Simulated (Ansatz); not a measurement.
# G0W0 on several functionals: CdS (Greenockite)

Aim: G0W0 for CdS (Greenockite) on several starting functionals, at one mesh, band count and screening cutoff.

Program: Ansatz 0.2.0. Level of theory: G0W0 on several functionals, plane waves, PAW. Results are calculated unless marked as measured.

In doubt: masses and optical values from hybrid runs of this build are listed as unsure (step 5), which bears on the screening that GW takes from such a start.

### Step 1. The structure

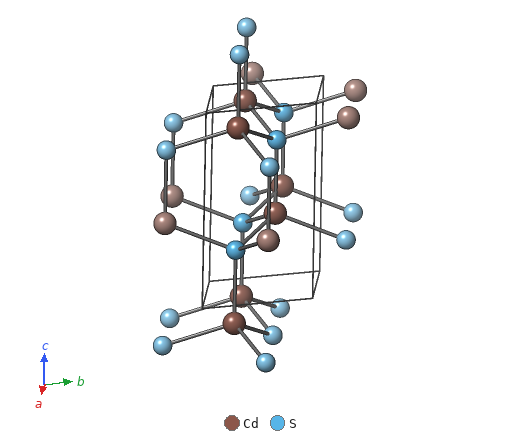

The starting structure, seen slightly off an axis (cadmium brown, sulfur blue). 2×1×1 cells are drawn. Some periodic images of atoms are drawn too.

The cell and positions come from the Crystallography Open Database and are kept as given unless a step says otherwise.

### Step 2. G0W0 on LDA

Now the one-shot GW correction: screening in the RPA, then the self-energy of the levels asked for. This step takes PAW set soft_1 files.

This step: G0W0 on LDA, plane waves, PAW; PAW set soft_1.

Contents of input.yaml:

```yaml
crystal:
  lattice:
    - [4.137, 0.0, 0.0]
    - [-2.0685, 3.5827470955, 0.0]
    - [0.0, 0.0, 6.7144]
  atoms:
    - { symbol: Cd, position: [0.6666666667, 0.3333333333, 0.0] }
    - { symbol: Cd, position: [0.3333333333, 0.6666666667, 0.5] }
    - { symbol: S, position: [0.6666666667, 0.3333333333, 0.375] }
    - { symbol: S, position: [0.3333333333, 0.6666666667, 0.875] }
kpoints:
  mp_grid: { grid: [6, 6, 2] }
hamiltonian:
  xc: lda
  pseudopotentials: { kind: paw, azcp: { folder: soft_1 }, xc_functional: pbe }
scf:
  occupations: { method: fixed }
gw:
  n_empty_bands: 225
  ecut_chi: 100
  qp_bands: [v2, c2]
  qp_kpoints: band_edges
  screening: { model: contour_deformation }
```

Run with:

```console
> ansatz run input.yaml --threads 3 --pin off --max-ram 92160MiB --backend cuda --events-out ev --progress --plain --runs-dir out --devices 1 --max-vram 13GiB
```

Numbers of over 12 decimals in the logs are rounded to 6 here.

Log:

```text
GPUs: using 1 of 1 available (devices: 1).
Engine: ansatz 0.2.0, x86_64-unknown-linux-gnu
Pseudopotentials: kind: paw
Pseudopotential: Cd, paw, valence charge 20, recommended cutoff 420 eV (normal), soft_1/Cd.paw.azcp
Pseudopotential: S, paw, valence charge 6, recommended cutoff 420 eV (normal), soft_1/S.paw.azcp
Functional definition: SPW92
  exchange = slater_x
  correlation = pw_c
device memory: the entry about to start is reckoned to put 0.9 GiB on a device that reports 72.0 GiB free (of which the cap on the GPU budget leaves the run 13.0 GiB)
GPU FFT provider: cuFFT
GPU libraries: cuBLAS 13.8.2, cuFFT 12.4.0, cuSOLVER 12.3.4
Crystal: 4 atoms, lattice volume = 99.520 Å³
Basis set: ecut = 420 eV, 1943 PW (Γ)
Bands: 32, of which v1, the nominal top of the filled ones, is band 26 counted from 1 (25 counted from 0)
Symmetry: 12 space group operations
Space group: P63mc (ITA 186), of the structure as read, at distance tolerance 4.6e-5 Å
k-points: 14 of 72
Non-local potential: Cd, projectors of the file, l = 0: 3, l = 1: 2, l = 2: 2, l = 3: 1
Non-local potential: S, projectors of the file, l = 0: 2, l = 1: 2, l = 2: 1
PAW form: soft (Blöchl's): semilocal exchange-correlation on the pseudo side does not see the compensation charge
PAW frozen core: Cd, regenerated for the run's functional, and the local potential with it (the file was generated under x = pbe(κ = 0.804, μ = 0.219515), c = pbe(β = 0.066725))
PAW frozen core: S, regenerated for the run's functional, and the local potential with it (the file was generated under x = pbe(κ = 0.804, μ = 0.219515), c = pbe(β = 0.066725))
PAW one-centre angular grid: Cd, 590 points (default); XC on 64 Gauss nodes
PAW one-centre angular grid: S, 110 points (default); XC on 64 Gauss nodes
Initial density: superposition of atomic densities (chi_scale 0.1, normalization cell, long waves kept (reshape's long-wave potential 0.00 eV rms))
Initial wavefunctions: pseudopotential atomic-orbital guess
GPU buffer pool allocated for 40500 grid points (all kernels)
GPU transforms: local potential and band sums: pruned to the plane-wave sphere, on 27×27×45
Functional: x = slater, c = lda
SCF iter   1: F=—  HF=-17977.493420 eV  |F-HF|=—  |Δ(HF+E_count)|=         —  Δρ=2.31e-2  dr2=4.38e-1  ethr=3.10e-3  ⟨swp⟩=4.8  Hψ=1569  notcnv=0  defer=54
preconditioner: auto → Resta (q_TF=auto, 2.449 Å⁻¹)  ε∞=4.6  [insulator: Δε(μ)=1.155 eV  Ē_g=11.714 eV  n_scr=22 (ndim 8)  ℏωp=22.3 eV  f_vac=0.073  ε∞_Penn≈4.6]
SCF iter   2: F=—  HF=-17977.391627 eV  |F-HF|=—  |Δ(HF+E_count)|=   1.02e-1  Δρ=1.18e-2  dr2=1.13e-1  ethr=8.43e-4  ⟨swp⟩=2.9  Hψ=790  notcnv=0  defer=55
SCF iter   3: F=—  HF=-17977.371187 eV  |F-HF|=—  |Δ(HF+E_count)|=   2.04e-2  Δρ=3.63e-3  dr2=1.22e-2  ethr=2.17e-4  ⟨swp⟩=2.1  Hψ=523  notcnv=0  defer=55
SCF iter   4: F=—  HF=-17977.368823 eV  |F-HF|=—  |Δ(HF+E_count)|=   2.36e-3  Δρ=7.76e-4  dr2=7.81e-4  ethr=2.35e-5  ⟨swp⟩=2.0  Hψ=672  notcnv=0  defer=55
SCF iter   5: F=—  HF=-17977.368999 eV  |F-HF|=—  |Δ(HF+E_count)|=   1.76e-4  Δρ=3.21e-4  dr2=1.39e-4  ethr=1.50e-6  ⟨swp⟩=2.4  Hψ=730  notcnv=0  defer=55
SCF iter   6: F=—  HF=-17977.369064 eV  |F-HF|=—  |Δ(HF+E_count)|=   6.52e-5  Δρ=5.55e-5  dr2=2.72e-6  ethr=2.67e-7  ⟨swp⟩=2.9  Hψ=675  notcnv=0  defer=42
SCF iter   7: F=-17977.369067 eV  HF=-17977.369067 eV  |F-HF|=6.23e-8  |Δ(HF+E_count)|=   2.44e-6  Δρ=7.94e-6  dr2=9.66e-8  ethr=1.92e-10  ⟨swp⟩=8.6  Hψ=2469  notcnv=0
SCF 1 converged in 7 iterations: F = -17977.369067 eV  dr2 = 9.66e-8
  greatest PAW one-centre occupation: 1.001 electrons in one spin orbital (limit 2), on the Cd atom at site 1 (counted from 0), in its partial waves of l = 0
device memory: the entry about to start is reckoned to put 1.0 GiB on a device that reports 70.4 GiB free (of which the cap on the GPU budget leaves the run 13.0 GiB)
NSCF: frozen V_eff on 14 k-points, pencils in batches of 32, up to order 128
the band table was solved once the SCF had ended and its energy, with any forces and stress, was formed, with the checks that follow a solve (1807 applications of the Hamiltonian). They found nothing against the state; the energy, forces and stress were not computed again (output.eigenvalues in the input reference)
device memory: the entry about to start is reckoned to put 4.6 GiB on a device that reports 70.2 GiB free (of which the cap on the GPU budget leaves the run 13.0 GiB)
NSCF: frozen V_eff on 14 k-points
G₀W₀ screening: q 1/14
[... further progress lines ...]
SCF converged after 7 iterations
Free energy (F): -17977.369067 eV
Harris-Foulkes:  -17977.369067 eV  (|F-HF|=6.23e-8)
Internal energy: -17977.369067 eV  (E = F + TS)
E sigma→0 (E₀):  -17977.369067 eV
Fermi energy:    6.583058 eV
--- Per-component energies (eV) ---
  E_band       = -1029.174086
  E_kinetic    = 1092.870252
  E_local      = -8108.494795  (includes V_loc(G=0)·N_el)
  E_nonlocal   = 325.425046
  E_hartree    = 3677.438615
  E_xc         = -487.240253
  E_vxc        = -557.484991  (∫ρ·V_xc dr)
  E_paw        = -9079.512273  (= ΣΔE_a)
  E_vpaw       = -1136.364555  (= ΣTr[D̂ρ^β])
  E_aug_tail   = 0.000591  (compensation charges beyond the density's cutoff)
  E_ewald      = -5399.695785
  E_core_change = 1.839534  (= ΣΔE_core)
  E_smearing   = -0.000000  (= −TS)
  E_closure    = 0.000000  (closes the sum)
  Σ components = -17977.369067   (vs F -17977.369067, Δ=0.00e0)
--- Band table (eV; the first three rows and the last of 14) ---
  k-point 0: bands = [... 22 lower, 5.7954, 6.5376, 6.5831, 6.5831, 7.5169, 9.1349, 12.8476, 12.8476, ... 2 higher]
  k-point 1: bands = [... 22 lower, 6.1743, 6.1743, 6.1743, 6.1743, 9.2057, 9.2057, 12.5474, 12.5474, ... 2 higher]
  k-point 2: bands = [... 22 lower, 5.3158, 5.4725, 6.3275, 6.3941, 8.7233, 10.0239, 12.1087, 13.1981, ... 2 higher]
  k-point 13: bands = [... 22 lower, 4.0960, 4.0960, 5.4383, 5.4383, 10.7772, 10.7772, 12.4475, 12.4475, ... 2 higher]
--- G₀W₀: contour deformation, 7 samples at zero and on the imaginary axis and 1 off it, 72 q-points, 225 empty bands' worth ---
  eigenvalues of the whole cell's RPA ε∞ on this k-mesh (on a slab, of 1 + 4πα/V) = 9.4730, 9.4730, 9.4774; static W/v taken at q = 0 is 0.105535
  bands read: the sum over 251 bands ends inside a degenerate multiplet in 8 slots, whose members it reads at an even weight; the widest, k=1: bands 251 to 254 (counted from 1) at 1/4 each
  gw.qp_kpoints: band_edges: 10 of 14 stored k-points solved, in 1 pass; an edge of the gap read off the rows below is read off those points alone
    valence top: of the k-points left out ik 8 came nearest to being solved in a further pass, in band 26 (counted from 1, as in the quasiparticle table): it holds the edge there only if its correction is more favourable than any solved in that band by at least 0.640 eV; those differ by 0.094 eV
    conduction bottom: of the k-points left out ik 8 came nearest to being solved in a further pass, in band 27 (counted from 1, as in the quasiparticle table): it holds the edge there only if its correction is more favourable than any solved in that band by at least 2.258 eV; those differ by 0.171 eV
    ik  band        ε_KS         Σx   Σc(E_QP)       V_xc       Z   E_QP_lin       E_QP  E_QP is
     0    25      6.5831   -20.7612     2.1562   -18.2395  0.7303     6.2102     6.2175  root
     0    26      6.5831   -20.7612     2.1562   -18.2395  0.7303     6.2102     6.2175  root
     0    27      7.5169    -8.9354    -3.5935   -13.0463  0.7694     8.0514     8.0344  root
     0    28      9.1349    -8.3243    -4.0201   -12.9642  0.7670     9.7845     9.7546  root
     1    25      6.1743   -20.2291     2.2974   -17.5273  0.7276     5.7603     5.7699  root
     1    26      6.1743   -20.2291     2.2974   -17.5273  0.7276     5.7603     5.7699  root
     1    27      9.2057    -8.8569    -3.9190   -13.3592  0.7608     9.8139     9.7891  root
     1    28      9.2057    -8.8569    -3.9190   -13.3592  0.7608     9.8139     9.7891  root
     2    25      6.3275   -20.4325     2.3217   -17.7082  0.7274     5.9153     5.9249  root
     2    26      6.3941   -20.5212     2.2280   -17.9091  0.7288     6.0015     6.0100  root
     2    27      8.7233   -10.0551    -3.5187   -14.0745  0.7558     9.2403     9.2241  root
     2    28     10.0239    -8.7969    -4.1824   -13.6279  0.7559    10.7081    10.6726  root
     3    25      5.9104   -19.8712     2.3637   -17.0849  0.7255     5.4768     5.4878  root
     3    26      5.9104   -19.8712     2.3637   -17.0849  0.7255     5.4768     5.4878  root
     3    27      9.9665    -9.1212    -4.1233   -13.8575  0.7513    10.6091    10.5795  root
     3    28      9.9665    -9.1212    -4.1233   -13.8575  0.7513    10.6091    10.5795  root
     4    25      5.7256   -19.5279     2.4118   -16.6791  0.7240     5.2765     5.2887  root
     4    26      6.0136   -20.0080     2.3587   -17.2328  0.7253     5.5865     5.5970  root
     4    27      9.8063    -8.9706    -4.1138   -13.6942  0.7527    10.4457    10.4161  root
     4    28     10.3633    -7.9315    -4.1442   -12.6942  0.7626    11.0124    10.9818  root
     5    25      5.4325   -19.2339     2.4927   -16.2885  0.7203     4.9665     4.9798  root
     5    26      5.4325   -19.2339     2.4927   -16.2885  0.7203     4.9665     4.9798  root
     5    27     10.0592    -7.9223    -4.0857   -12.5907  0.7616    10.6675    10.6419  root
     5    28     10.0592    -7.9223    -4.0857   -12.5907  0.7616    10.6675    10.6419  root
[...]
11    25      5.3591   -19.0923     2.5236   -16.1134  0.7189     4.8903     4.9038  root
    11    26      5.3591   -19.0923     2.5236   -16.1134  0.7189     4.8903     4.9038  root
    11    27     10.4244    -8.2593    -4.1969   -13.0708  0.7573    11.0696    11.0390  root
    11    28     10.4244    -8.2593    -4.1969   -13.0708  0.7573    11.0696    11.0390  root
    13    25      5.4383   -19.1958     2.5248   -16.2166  0.7192     4.9704     4.9838  root
    13    26      5.4383   -19.1958     2.5248   -16.2166  0.7192     4.9704     4.9838  root
    13    27     10.7772    -8.4072    -4.4010   -13.4798  0.7537    11.4897    11.4488  root
    13    28     10.7772    -8.4072    -4.4010   -13.4798  0.7537    11.4897    11.4488  root
```

Run time: 14 s. Hardware: 1 × NVIDIA H100 80GB HBM3 (shared by 6 runs) with 3 threads of AMD EPYC 7R13 (Zen 3), shared host; peak memory 1.3 GiB.

Numbers from this step:

| Quantity | Value |
| --- | --- |
| bands summed | 251 |
| RPA ε∞ on this mesh (eigenvalues) | 9.473, 9.473, 9.477 |
| plane waves in the screening matrix | 233 |
| q-points in the mesh | 72 |
| G0W0 gap on the mesh | 1.817 eV |
| k of the valence top | 0, 0, 0 |
| k of the conduction bottom | 0, 0, 0 |
| starting gap on the mesh | 0.9339 eV |
| Z at the valence top | 0.7303 |
| Z at the conduction bottom | 0.7694 |
| least direct G0W0 gap on the computed points | 1.817 eV |

The gap on the mesh goes from 0.93 eV to 1.82 eV, a correction of +0.88 eV. Between the two edge states, bare exchange in place of the xc potential would open the gap by 6.63 eV, and correlation takes back 5.75 eV.

### Step 3. G0W0 on PBE

One-shot GW remembers its start. Another functional's orbitals and levels show by how much.

This step: G0W0 on PBE, plane waves, PAW; PAW set soft_1.

input.yaml: that of step 2 with these lines changed.

```diff
@@ -13,4 +13,4 @@
 hamiltonian:
-  xc: lda
-  pseudopotentials: { kind: paw, azcp: { folder: soft_1 }, xc_functional: pbe }
+  xc: pbe
+  pseudopotentials: { kind: paw, azcp: { folder: soft_1 } }
 scf:
```

Log:

```text
GPUs: using 1 of 1 available (devices: 1).
[...]
GPU FFT provider: cuFFT
GPU libraries: cuBLAS 13.8.2, cuFFT 12.4.0, cuSOLVER 12.3.4
Crystal: 4 atoms, lattice volume = 99.520 Å³
Basis set: ecut = 420 eV, 1943 PW (Γ)
Bands: 32, of which v1, the nominal top of the filled ones, is band 26 counted from 1 (25 counted from 0)
Symmetry: 12 space group operations
[...]
k-points: 14 of 72
[...]
GPU buffer pool allocated for 40500 grid points (all kernels)
[...]
SCF iter   1: F=—  HF=-18315.915873 eV  |F-HF|=—  |Δ(HF+E_count)|=         —  Δρ=2.85e-2  dr2=7.09e-1  ethr=3.10e-3  ⟨swp⟩=4.9  Hψ=1574  notcnv=0  defer=54
[...]
SCF iter   8: F=-18315.763917 eV  HF=-18315.763917 eV  |F-HF|=4.03e-8  |Δ(HF+E_count)|=   8.64e-7  Δρ=3.88e-6  dr2=2.03e-8  ethr=1.92e-10  ⟨swp⟩=10.1  Hψ=2073  notcnv=0
SCF 1 converged in 8 iterations: F = -18315.763917 eV  dr2 = 2.03e-8
[...]
NSCF: frozen V_eff on 14 k-points, pencils in batches of 32, up to order 128
[...]
NSCF: frozen V_eff on 14 k-points
G₀W₀ screening: q 1/14
[... further progress lines ...]
SCF converged after 8 iterations
Free energy (F): -18315.763917 eV
[...]
Internal energy: -18315.763917 eV  (E = F + TS)
E sigma→0 (E₀):  -18315.763917 eV
Fermi energy:    6.865973 eV
[...]
--- Band table (eV; the first three rows and the last of 14) ---
  k-point 0: bands = [... 22 lower, 6.0964, 6.8241, 6.8660, 6.8660, 8.0842, 9.6681, 13.3254, 13.3254, ... 2 higher]
  k-point 1: bands = [... 22 lower, 6.4675, 6.4675, 6.4675, 6.4675, 9.7277, 9.7277, 13.0511, 13.0511, ... 2 higher]
  k-point 2: bands = [... 22 lower, 5.6731, 5.7819, 6.6199, 6.6817, 9.2227, 10.5244, 12.6148, 13.6769, ... 2 higher]
  k-point 13: bands = [... 22 lower, 4.4516, 4.4516, 5.7458, 5.7458, 11.2754, 11.2754, 12.9577, 12.9577, ... 2 higher]
[...]
0    25      6.8660   -20.8325     2.2217   -18.0764  0.7456     6.3210     6.3315  root
     0    26      6.8660   -20.8325     2.2217   -18.0764  0.7456     6.3210     6.3315  root
     0    27      8.0842    -8.7160    -3.5273   -12.4571  0.7861     8.2993     8.2981  root
     0    28      9.6681    -8.2001    -3.8917   -12.4444  0.7832    10.0246    10.0207  root
     1    25      6.4675   -20.3010     2.3528   -17.3622  0.7430     5.8680     5.8816  root
     1    26      6.4675   -20.3010     2.3528   -17.3622  0.7430     5.8680     5.8816  root
     1    27      9.7277    -8.7108    -3.8161   -12.8608  0.7772    10.0649    10.0615  root
     1    28      9.7277    -8.7108    -3.8161   -12.8608  0.7772    10.0649    10.0615  root
[...]
13    25      5.7458   -19.2633     2.5724   -16.0365  0.7350     5.0720     5.0914  root
    13    26      5.7458   -19.2633     2.5724   -16.0365  0.7350     5.0720     5.0914  root
    13    27     11.2754    -8.3328    -4.2405   -13.0258  0.7704    11.7358    11.7279  root
    13    28     11.2754    -8.3328    -4.2405   -13.0258  0.7704    11.7358    11.7279  root
```

It took 20 s on 1 × NVIDIA H100 80GB HBM3 (shared by 6 runs) with 3 threads; peak memory 1.3 GiB; 16 s of CPU time.

This step gave:

```
bands summed                                 : 251
RPA ε∞ on this mesh (eigenvalues)            : 6.994, 6.994, 7.147
plane waves in the screening matrix          : 233
q-points in the mesh                         : 72
G0W0 gap on the mesh                         : 1.967 eV
k of the valence top                         : 0, 0, 0
k of the conduction bottom                   : 0, 0, 0
starting gap on the mesh                     : 1.218 eV
Z at the valence top                         : 0.7456
Z at the conduction bottom                   : 0.7861
least direct G0W0 gap on the computed points : 1.967 eV
```

Against the run with 6×6×2 mesh, 225 empty bands, screening to 100 eV, PAW set soft_1 files on LDA, the gap moves by +0.15 eV, while the start moved by +0.28 eV.

### Step 4. G0W0 on r2SCAN

This step: G0W0 on r2SCAN, plane waves, PAW; PAW set soft_1.

input.yaml: that of step 3 with these lines changed.

```diff
@@ -13,3 +13,3 @@
 hamiltonian:
-  xc: pbe
+  xc: r2scan
   pseudopotentials: { kind: paw, azcp: { folder: soft_1 } }
```

Log:

```text
GPUs: using 1 of 1 available (devices: 1).
[...]
GPU FFT provider: cuFFT
GPU libraries: cuBLAS 13.8.2, cuFFT 12.4.0, cuSOLVER 12.3.4
Crystal: 4 atoms, lattice volume = 99.520 Å³
Basis set: ecut = 500 eV, 2539 PW (Γ), exchange–correlation on 128×128×200 points (64 copies of the dense FFT grid, shifted against one another)
Bands: 32, of which v1, the nominal top of the filled ones, is band 26 counted from 1 (25 counted from 0)
[...]
1    28      9.9204    -8.3962    -3.7640   -12.4698  0.7989    10.2316    10.2300  root
[...]
13    25      5.4559   -19.3078     2.4545   -16.3289  0.7579     4.9253     4.9316  root
    13    26      5.4559   -19.3078     2.4545   -16.3289  0.7579     4.9253     4.9316  root
    13    27     11.4945    -8.1120    -4.1108   -12.6471  0.7934    11.9225    11.9187  root
    13    28     11.4945    -8.1120    -4.1108   -12.6471  0.7934    11.9225    11.9187  root
[key lines of the parts left out:]
SCF converged after 8 iterations
Free energy (F): -18351.339107 eV
Fermi energy:    6.601545 eV
```

Elapsed: 14 s, on 1 × NVIDIA H100 80GB HBM3 (shared by 6 runs) with 3 threads; peak memory 1.5 GiB.

Numbers from this step:

| Property | Result |
| --- | --- |
| bands summed | 251 |
| RPA ε∞ on this mesh (eigenvalues) | 5.438, 5.438, 5.566 |
| plane waves in the screening matrix | 233 |
| G0W0 gap on the mesh | 2.263 eV |
| k of the valence top | 0, 0, 0 |
| k of the conduction bottom | 0, 0, 0 |
| starting gap on the mesh | 1.678 eV |
| least direct G0W0 gap on the computed points | 2.263 eV |

Against the run with 6×6×2 mesh, 225 empty bands, screening to 100 eV, PAW set soft_1 files on PBE, the gap moves by +0.30 eV, while the start moved by +0.46 eV.

### Step 5. G0W0 on HSE06

This step: G0W0 on HSE06, plane waves, PAW; PAW set soft_1.

input.yaml: that of step 4 with these lines changed.

```diff
@@ -13,3 +13,3 @@
 hamiltonian:
-  xc: r2scan
+  xc: hse06
   pseudopotentials: { kind: paw, azcp: { folder: soft_1 } }
```

Log:

```text
GPUs: using 1 of 1 available (devices: 1).
[...]
davidson cushion auto → on  (no smearing: the cushion is to keep the highest requested band from converging to the state above it; pin scf.eigensolver.cushion to override)
[...]
GPU FFT provider: cuFFT
GPU libraries: cuBLAS 13.8.2, cuFFT 12.4.0, cuSOLVER 12.3.4
Crystal: 4 atoms, lattice volume = 99.520 Å³
Basis set: ecut = 420 eV, 1943 PW (Γ)
[...]
1    27     10.1599    -8.1641    -3.6817   -12.0426  0.8180    10.3572    10.3568  root
     1    28     10.1599    -8.1641    -3.6817   -12.0426  0.8180    10.3572    10.3568  root
[...]
13    25      5.0198   -19.1237     2.2499   -16.6010  0.7797     4.7460     4.7471  root
    13    26      5.0198   -19.1237     2.2499   -16.6010  0.7797     4.7460     4.7471  root
    13    27     11.7812    -7.7759    -3.9654   -12.0129  0.8139    12.0538    12.0528  root
    13    28     11.7812    -7.7759    -3.9654   -12.0129  0.8139    12.0538    12.0528  root
[key lines of the parts left out:]
Free energy (F): -18324.523881 eV
Fermi energy:    6.221811 eV
```

Run time: 28 s. Hardware: 1 × NVIDIA H100 80GB HBM3 (shared by 6 runs) with 3 threads; peak memory 1.7 GiB; 31 s of CPU time.

This step gave:

```
bands summed                                 : 251
RPA ε∞ on this mesh (eigenvalues)            : 4.574, 4.574, 4.666
plane waves in the screening matrix          : 233
G0W0 gap on the mesh                         : 2.544 eV
k of the valence top                         : 0, 0, 0
k of the conduction bottom                   : 0, 0, 0
starting gap on the mesh                     : 2.243 eV
least direct G0W0 gap on the computed points : 2.544 eV
```

Against the run with 6×6×2 mesh, 225 empty bands, screening to 100 eV, PAW set soft_1 files on r2SCAN, the gap moves by +0.28 eV, while the start moved by +0.57 eV.

(Part 1 of 2 ends here.)

[Paths, hosts, dates, memory and timing lines, banners, echoed tables and standing remarks are left out of the program output.]

[Logs are printed without paths, hosts, clocks, repeated set-up lines and the standing remarks that a program may print on its own settings, such as how far it seeks lower states.]

[Runs of the session that timed out or met a known fault of the program may be left out.]

[Cells called generated may have been cut or substituted from an entry of the Crystallography Open Database or the Materials Project.]

[Hosts, paths, dates, database ids (printed as entryN), source tags and the programs' standing remarks are cut or masked in the printed files.]
